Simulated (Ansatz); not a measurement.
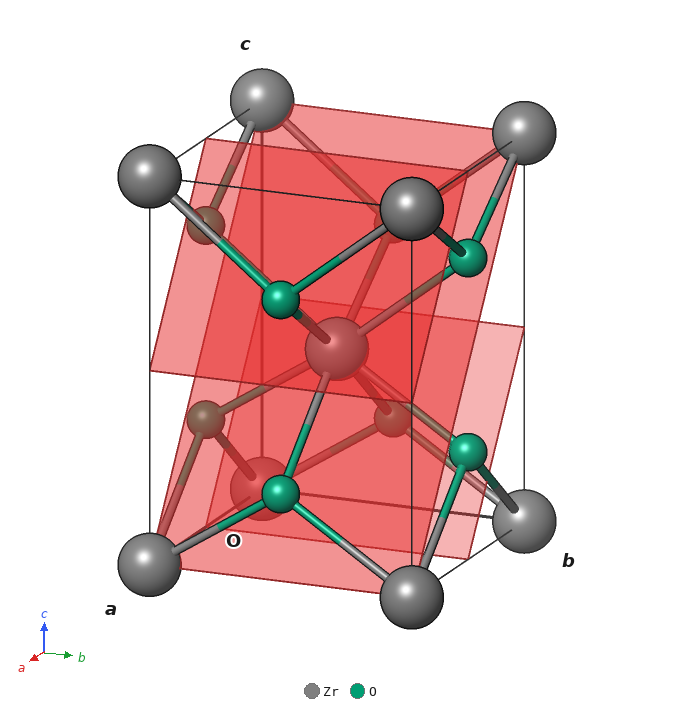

For ZrO2, the end point of a relaxation at fixed volume with DFT PBE, scalar-relativistic, plane waves, PAW in Ansatz 0.2.0: every member of one family of equally spaced planes, hx + ky + lz = a whole number, that cuts the unit cell is shaded (one member passes through the origin O, touching the cell only at an edge or corner). Symmetry computed with spglib at a tolerance of 0.002 Å; standard conventional cell.

a = 3.500 Å, b = 3.500 Å, c = 4.977 Å, α = 90.00°, β = 90.00°, γ = 90.00°.

### Index the planes.

(2 0 2); the opposite sign names the same planes. The member next to the origin meets the axes a at 1/2, b never, c at 1/2.

### What is the spacing?

d = 1.431 Å.

### Which atoms of the cell lie in these planes (within 0.03 Å)?

all 2 Zr.

### The space group is P4_2/nmc (No. 137, origin choice 1). How many reflections hkl are equivalent to this one (itself included), and does it occur?

8 reflections are equivalent in the Laue class 4/mmm. The space group allows the reflection.
